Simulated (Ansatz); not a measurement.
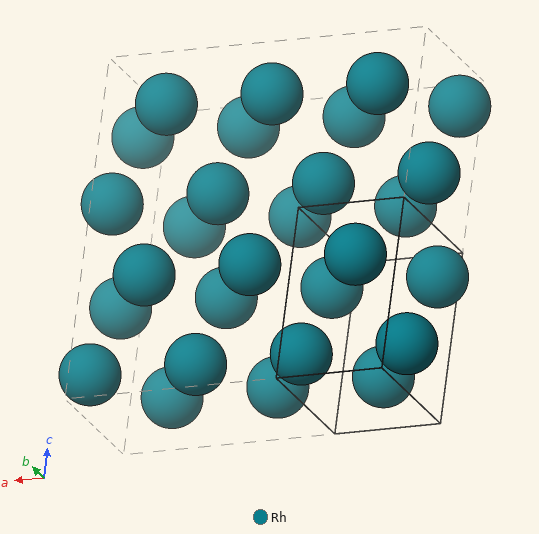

A spheres-only picture of a crystal structure, seen from a general direction. One conventional unit cell is drawn solid; the view covers 3×1×2 cells.

Rh, space group C2/c (No. 15), a = 2.73 Å, b = 4.72 Å, c = 4.39 Å, α = 90.00°, β = 97.51°, γ = 90.00°.

Results below were computed with Ansatz 0.2.0, DFT PBE, scalar-relativistic, plane waves, PAW; the settings were E_cut = 420 eV, k-points about 0.11 Å⁻¹ apart, Gaussian smearing of 0.15 eV, no spin polarisation.

### Is it conducting or gapped at this level?

A metal: bands cross the Fermi level.

### What is the pressure at this volume?

The computed pressure is 3.4 GPa (compressed: it would expand). The stress isn't hydrostatic: its largest component is 9.7 GPa.

It derives from a structure listed in the Materials Project. The cell was then strained or its atoms displaced on purpose. Ansatz was used for an electronic-structure calculation on it.
